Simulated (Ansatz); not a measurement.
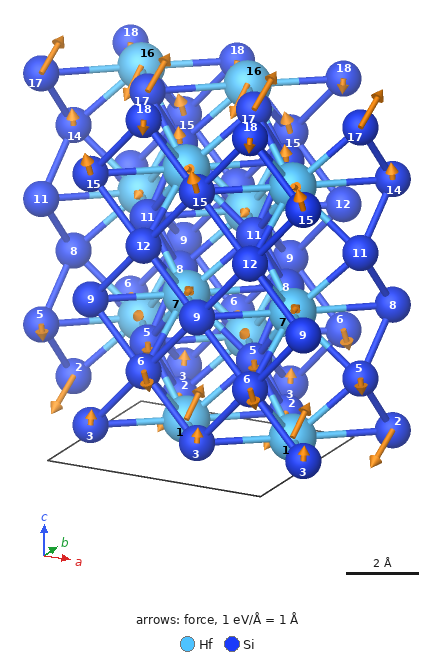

Starting geometry of a slab of composition HfSi2 (cut from the Cmcm phase) with the computed forces as orange arrows. A ball-and-stick model of the 2 × 1 repeat of the cell, outlined in the plane, without the vacuum (origin shifted), seen slightly off an axis.

The slab is the (0 0 1) face of HfSi2.

Level of theory: Ansatz 0.2.0, DFT PBEsol, scalar-relativistic, plane waves, PAW. (plane-wave cutoff 420 eV; k-point mesh 10 × 5 × 1; occupations gaussian; smearing width 0.1 eV; no spin polarisation; dipole correction; atoms relaxed in a fixed cell; force threshold 0.02 eV/Å; at most 60 steps)

### What follows when this structure is relaxed?

It isn't relaxed: the largest force vector, on Si atoms, is 1.41 eV/Å. The final displacements follow the starting forces only in part (cosine between the two patterns 0.80). The energy falls by 0.559 eV per cell of the calculation in 3 accepted moves (4 points after the start). The largest force component goes from 1.1 to 0.02 eV/Å. The line search rejected the trial step at point 3 of the run. The largest moves relative to the layer's centre, 0.26 Å, are those of Si atoms. By element the largest moves are Si 0.26 Å, Hf 0.08 Å. The cell stays as it was. Near-neighbour distances that change, for instance: Hf–Si 2.931 → 2.746 Å, Hf–Hf 3.511 → 3.377 Å, Hf–Si 2.672 → 2.771 Å, Si–Si 2.576 → 2.487 Å. Among the angles between lasting bonds that change: Hf–Si–Hf 77.0° → 83.3°, Si–Si–Si 90.2° → 94.4°, Hf–Si–Hf 86.2° → 82.4°.
